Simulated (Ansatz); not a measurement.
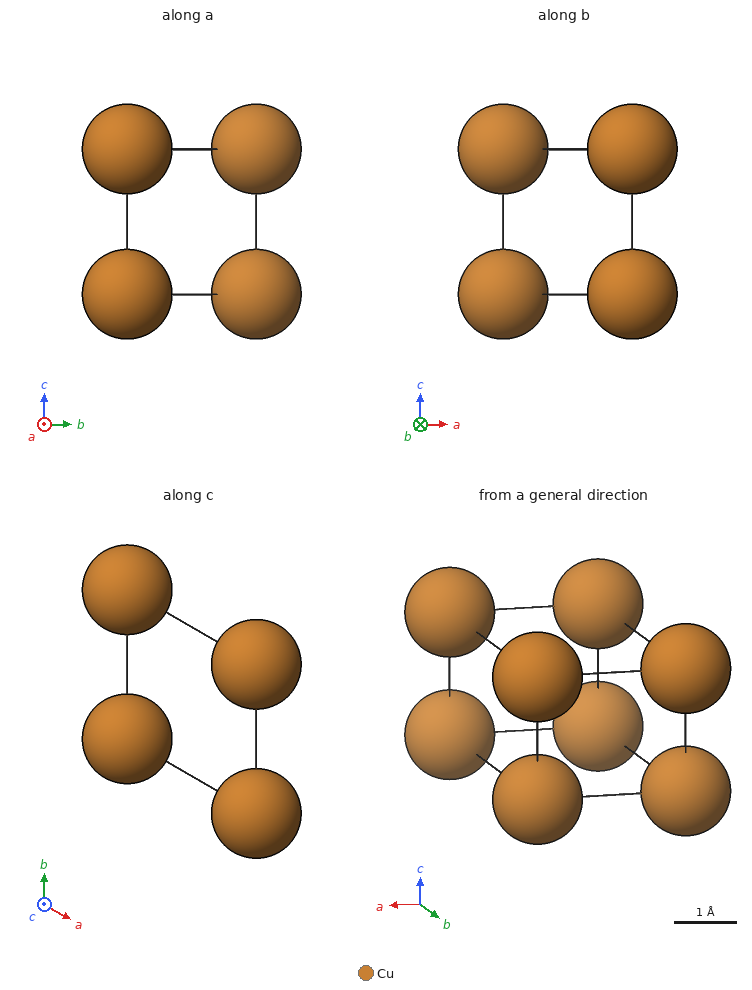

Structure drawing (spheres-only), viewed along the a axis, along the b axis, along the c axis and from a general direction. One conventional unit cell is outlined, and atoms on its boundary appear in each equivalent place.

Edges and angles: a = 2.44 Å, b = 2.44 Å, c = 2.38 Å, α = 90.00°, β = 90.00°, γ = 120.00°.

Count the atoms in the cell.

Answer. 1 (copper), counting shared atoms by their share.

Determine the space group.

Answer. P6/mmm (No. 191), with Cu on 1a.

Which prototype does it follow?

Answer. Simple hexagonal.

Provenance: a textbook structure type filled with this element (whether it is the usual form wasn't checked). Atoms and cell were optimised with DFT PBEsol, scalar-relativistic, plane waves, PAW (Ansatz 0.2.0).
